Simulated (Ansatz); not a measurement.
## Single-point calculation of PtTe₂

- system: PtTe₂ (P-3m1, 3 atoms in the cell)
- method: DFT PBE+D3(BJ), scalar-relativistic, plane waves, PAW, PAW set soft_1, no spin polarisation (Ansatz 0.2.0)

The structure derives from an entry of the Crystallography Open Database. Figures and captions count atoms from 1; the log counts them from 0 in places.

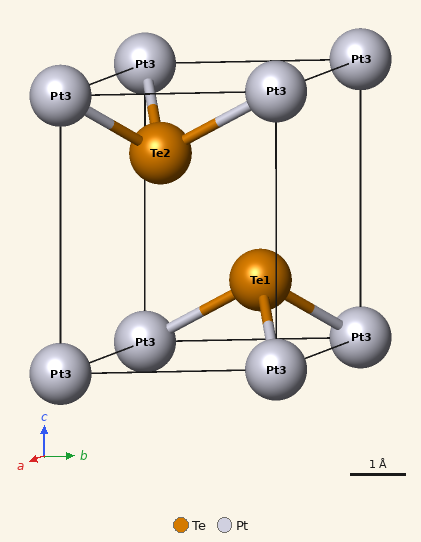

**Figure 1.** The structure (ball-and-stick view of the cell of the calculation, seen slightly off an axis; atoms are numbered from 1 in the order of the input). An atom can appear more than once, as a periodic image.

Results in brief

```tsv
quantity	value
outcome	converged
space group (tolerance 0.01 Å)	P-3m1 (164)
electrons treated	50
free energy	−26487.5429 eV
Fermi energy	14.031 eV
gap on the k-point mesh	none (metallic)
pressure	4.07 GPa
largest force (length of the vector)	0.992 eV/Å
hardware	2 threads of Arm Neoverse N1, 98 GiB of memory available, shared host
wall time	3 s (CPU time 5.4 s)
peak memory	0.35 GiB
```

Spin–orbit coupling is left out, which matters for Pt.

Input file
```yaml
crystal:
  lattice:
    - [4.0179999686, 0.0, 0.0]
    - [-2.0089999843, 3.4796900453, 0.0]
    - [0.0, 0.0, 5.212]
  atoms:
    - { symbol: Te, position: [0.3333333333, 0.6666666667, 0.25] }
    - { symbol: Te, position: [0.6666666667, 0.3333333333, 0.75] }
    - { symbol: Pt, position: [0.0, 0.0, 0.0] }
basis:
  ecutwfc: 420
kpoints:
  mp_grid: { grid: [6, 6, 4] }
hamiltonian:
  xc: pbe
  pseudopotentials: { kind: paw, azcp: { folder: soft_1 } }
  dispersion: d3bj
scf:
  occupations: { method: gaussian, width: 0.1 }
output:
  forces: true
  stress: true
  eigenvalues: true
```

Launch command:
```bash
ansatz run input.yaml --threads 2 --pin off --max-ram 6144MiB --backend cpu --events-out ev --progress --plain --runs-dir out
```

The program's output
```
Engine: ansatz 0.2.0, aarch64-unknown-linux-gnu
Pseudopotentials: kind: paw
Pseudopotential: Te, paw, valence charge 16, recommended cutoff 420 eV (normal), [file]
Pseudopotential: Pt, paw, valence charge 18, recommended cutoff 420 eV (normal), [file]
Functional definition: PBE
  parameter kappa = 0.804
  parameter beta = 0.06672455060314922
  exchange = pbe_x(kappa = kappa, mu = beta*pi^2/3)
  correlation = pbe_c(beta = beta)
Crystal: 3 atoms, lattice volume = 72.871 Å³
Basis set: ecut = 420 eV, 1409 PW (Γ), exchange–correlation on 54×54×72 points (8 copies of the dense FFT grid, shifted against one another)
Bands: 30, of which v1, the nominal top of the filled ones, is band 25 counted from 1 (24 counted from 0)
Symmetry: 12 space group operations
Space group: P-3m1 (ITA 164), of the structure as read, at distance tolerance 4.2e-5 Å
k-points: 24 of 144
Non-local potential: Te, projectors of the file, l = 0: 2, l = 1: 2, l = 2: 2, l = 3: 1
Non-local potential: Pt, projectors of the file, l = 0: 3, l = 1: 2, l = 2: 2, l = 3: 1
PAW form: soft (Blöchl's): semilocal exchange-correlation on the pseudo side does not see the compensation charge
PAW one-centre angular grid: Te, 590 points (default); XC on 64 Gauss nodes
PAW one-centre angular grid: Pt, 590 points (default); XC on 64 Gauss nodes
Initial density: superposition of atomic densities (chi_scale 0.1, normalization cell, long waves kept (reshape's long-wave potential 0.01 eV rms))
Initial wavefunctions: pseudopotential atomic-orbital guess
Functional: x = pbe(κ = 0.804, μ = 0.2195149727645171), c = pbe(β = 0.06672455060314922)
SCF iter   1: F=—  HF=-26488.484682 eV  |F-HF|=—  |Δ(HF+E_count)|=         —  Δρ=7.64e-2  dr2=5.58e0  ethr=3.10e-3  ⟨swp⟩=7.9  Hψ=3391  notcnv=0
preconditioner: auto → Kerker (q_TF=auto, 2.562 Å⁻¹)  [metal: Δε(μ)=0.007 eV  Ē_g=8.948 eV  σ=0.100 eV  W_gap=0.04  n_scr=22 (ndim 8)  ℏωp=20.4 eV  f_vac=0.006  D(μ)=1.22/eV (n_scr^D=2)]
SCF iter   2: F=—  HF=-26487.750994 eV  |F-HF|=—  |Δ(HF+E_count)|=   7.34e-1  Δρ=3.73e-2  dr2=1.38e0  ethr=3.10e-3  ⟨swp⟩=2.1  Hψ=1140  notcnv=0  defer=16
preconditioner: auto → Resta (q_TF=auto, 2.562 Å⁻¹)  ε∞=6.1  [insulator: Δε(μ)=0.256 eV  Ē_g=9.040 eV  σ=0.100 eV  W_gap=0.63  n_scr=22 (ndim 8)  ℏωp=20.4 eV  f_vac=0.009  D(μ)=0.67/eV (n_scr^D=2)  ε∞_Penn≈6.1]
SCF iter   3: F=—  HF=-26487.541818 eV  |F-HF|=—  |Δ(HF+E_count)|=   2.09e-1  Δρ=5.10e-3  dr2=1.66e-2  ethr=2.76e-3  ⟨swp⟩=2.0  Hψ=971  notcnv=0  defer=17
SCF iter   4: F=—  HF=-26487.542766 eV  |F-HF|=—  |Δ(HF+E_count)|=   9.49e-4  Δρ=6.10e-4  dr2=1.66e-4  ethr=3.32e-5  ⟨swp⟩=2.6  Hψ=1363  notcnv=0  defer=17
SCF iter   5: F=—  HF=-26487.542854 eV  |F-HF|=—  |Δ(HF+E_count)|=   8.82e-5  Δρ=1.89e-4  dr2=3.29e-5  ethr=3.31e-7  ⟨swp⟩=2.0  Hψ=1272  notcnv=0  defer=17
SCF iter   6: F=—  HF=-26487.542863 eV  |F-HF|=—  |Δ(HF+E_count)|=   8.61e-6  Δρ=5.88e-5  dr2=3.01e-6  ethr=6.58e-8  ⟨swp⟩=2.0  Hψ=1192  notcnv=0  defer=17
SCF iter   7: F=—  HF=-26487.542865 eV  |F-HF|=—  |Δ(HF+E_count)|=   1.89e-6  Δρ=1.93e-5  dr2=2.89e-7  ethr=6.02e-9  ⟨swp⟩=2.0  Hψ=1207  notcnv=0  defer=17
SCF iter   8: F=-26487.542865 eV  HF=-26487.542865 eV  |F-HF|=2.62e-10  |Δ(HF+E_count)|=   1.90e-7  Δρ=3.72e-6  dr2=1.17e-8  ethr=2.00e-10  ⟨swp⟩=10.7  Hψ=3752  notcnv=0
SCF 1 converged in 8 iterations: F = -26487.542865 eV  dr2 = 1.17e-8
  greatest PAW one-centre occupation: 1.000 electrons in one spin orbital (limit 2), on the Pt atom at site 2 (counted from 0), in its partial waves of l = 0
```

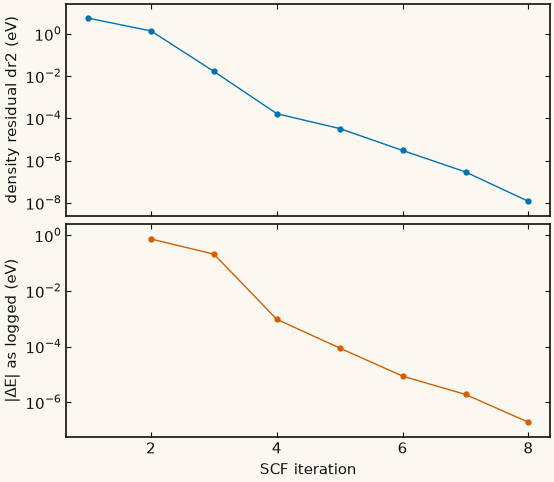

**Figure 2.** Convergence of the self-consistent field: density residual dr2 and size of the energy change against the SCF iteration. The residual falls at every step.

```
SCF converged after 8 iterations
Free energy (F): -26487.542865 eV
Harris-Foulkes:  -26487.542865 eV  (|F-HF|=2.62e-10)
Internal energy: -26487.539222 eV  (E = F + TS)
E sigma→0 (E₀):  -26487.541043 eV
Entropy (-TS):   -0.003643 eV (-1.214 meV/atom)
Fermi energy:    14.030823 eV
--- Per-component energies (eV) ---
  E_band       = -694.674496
  E_kinetic    = 945.437144
  E_local      = -5254.219518  (includes V_loc(G=0)·N_el)
  E_nonlocal   = 334.562380
  E_hartree    = 2433.309901
  E_xc         = -479.613043
  E_vxc        = -478.431670  (∫ρ·V_xc dr)
  E_paw        = -18825.916121  (= ΣΔE_a)
  E_vpaw       = -1108.640663  (= ΣTr[D̂ρ^β])
  E_aug_tail   = 0.001272  (compensation charges beyond the density's cutoff)
  E_ewald      = -5639.417950
  E_disp       = -1.683287  (pairwise vdW)
  E_smearing   = -0.003643  (= −TS)
  E_closure    = 0.000000  (closes the sum)
  Σ components = -26487.542865   (vs F -26487.542865, Δ=0.00e0)
--- Forces (eV/Å), atoms counted from 1 ---
  atom   1  Te     0.00000000    -0.00000000     0.99201758
  atom   2  Te    -0.00000000     0.00000000    -0.99201758
  atom   3  Pt    -0.00000000     0.00000000     0.00000000
  max |Σ_I F_I| component: 9.25e-18 eV/Å
--- Stress (GPa, compression-positive) ---
        4.478216      -0.000000      -0.000000
       -0.000000       4.478216       0.000000
       -0.000000       0.000000       3.260931
  P = ⅓ Tr σ = 4.0725 GPa (40.725 kbar)
--- Band table (eV; the first three rows and the last of 24) ---
  k-point 0: bands = ["-85.4193", "-39.6295", "-39.6295", "-39.5014", "-23.6368", "-23.6368", "-23.6225", "-23.6219", "-23.6219", "-23.6211", "-23.6211", "-23.6188", "-23.6104", "-23.6104", "-0.2742", "3.2481", "7.1141", "7.9181", "7.9181", "9.9812", "9.9812", "11.2437", "13.4084", "13.4084", "15.1469", "15.1469", "15.3435", "16.7135", "18.3359", "19.8564"]
  k-point 1: bands = ["-85.4193", "-39.6295", "-39.6295", "-39.5014", "-23.6345", "-23.6345", "-23.6240", "-23.6240", "-23.6220", "-23.6211", "-23.6211", "-23.6193", "-23.6107", "-23.6107", "-0.0134", "2.4530", "7.9557", "7.9557", "8.1388", "9.9639", "9.9639", "11.3408", "13.0839", "13.0839", "14.0704", "15.6817", "15.6817", "17.1662", "19.1612", "19.4802"]
  k-point 2: bands = ["-85.4193", "-39.6295", "-39.6295", "-39.5014", "-23.6304", "-23.6304", "-23.6272", "-23.6272", "-23.6218", "-23.6218", "-23.6209", "-23.6203", "-23.6109", "-23.6109", "0.4285", "1.6222", "7.9944", "7.9944", "9.2006", "9.9484", "9.9484", "11.6930", "12.6004", "12.8299", "12.8299", "16.2499", "16.2499", "18.0386", "18.9869", "18.9869"]
  k-point 23: bands = ["-85.4192", "-39.6319", "-39.6319", "-39.5011", "-23.6301", "-23.6301", "-23.6269", "-23.6267", "-23.6202", "-23.6201", "-23.6201", "-23.6140", "-23.6120", "-23.6120", "2.1218", "2.1218", "7.7120", "7.7120", "7.7224", "9.7501", "9.7501", "9.9104", "10.2657", "11.1714", "11.1714", "16.4154", "16.4154", "19.8022", "20.7378", "20.7378"]
```

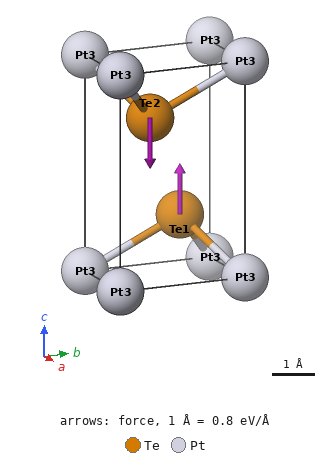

**Figure 3.** Forces on the atoms as pink arrows (ball-and-stick view of the cell of the calculation, seen slightly off an axis; atoms are numbered from 1 in the order of the input). The largest act on Te1, Te2 (0.99 eV/Å). The geometry is not a stationary point of this energy.

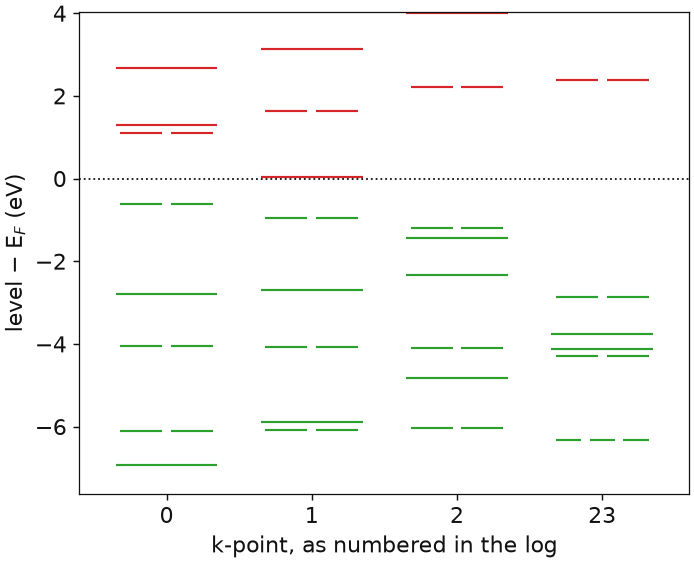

**Figure 4.** Kohn–Sham levels near the Fermi level (dotted) at the few k-points that the log prints; levels within 0.02 eV of each other stand side by side. The system is metallic on the full mesh.
